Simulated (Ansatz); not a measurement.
System: Ta.

Input file:

```
crystal:
  lattice: { a: 3.91750098, b: 3.91750098, c: 3.91750098, alpha: 90.0, beta: 90.0, gamma: 90.0 }
  space_group: 225
  reduce_to_primitive: true
  atoms:
    - { symbol: Ta, wyckoff: "4a", position: [0.0, 0.0, 0.0] }
hamiltonian:
  xc: r2scan0
  pseudopotentials: { kind: paw_fr }
magnetization:
  noncollinear: true
  spin_orbit: true
kpoints:
  mp_grid: { grid: [8, 8, 8] }
scf:
  occupations: { method: gaussian, width: 0.02 }
  n_extra_bands: 6
output:
  forces: true
  stress: true
  eigenvalues: true
  dos: { projected: true, de: 0.05 }
  write_density: true
  write_potential: true
  elf: true
  volumetric_format: npy
```

Command:

```sh
ansatz run input.yaml --threads 1 --pin off --max-ram 2560MiB --backend cpu --events-out ev --progress --plain --runs-dir out
```

Below, planes, directions and counts refer to the conventional cell (a = 3.92 Å, b = 3.92 Å, c = 3.92 Å, α = 90.00°, β = 90.00°, γ = 90.00°).

Space group Fm-3m; computed pressure about 63 GPa in this cell.

Computed with Ansatz 0.2.0, Kohn-Sham DFT of a periodic cell, r2SCAN0, spin-orbit coupling, Ansatz PAW.

Question: Predict the valence pseudo-density and electron localisation function between the atoms.

Answer: Ta–Ta (2.77 Å): ρ at the midpoint is about 0.35 e/Å³; the ELF is about 0.25 at the midpoint: no localised pair shows between them.

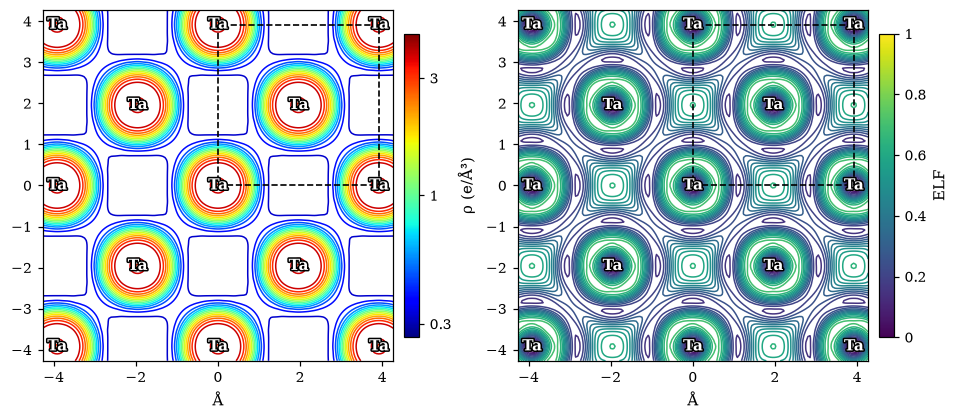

Computed valence pseudo-density and electron localisation function on the (001) plane of the conventional cell, in this order. 

In a PAW calculation such maps are meaningful between the atoms, not at the nuclei.
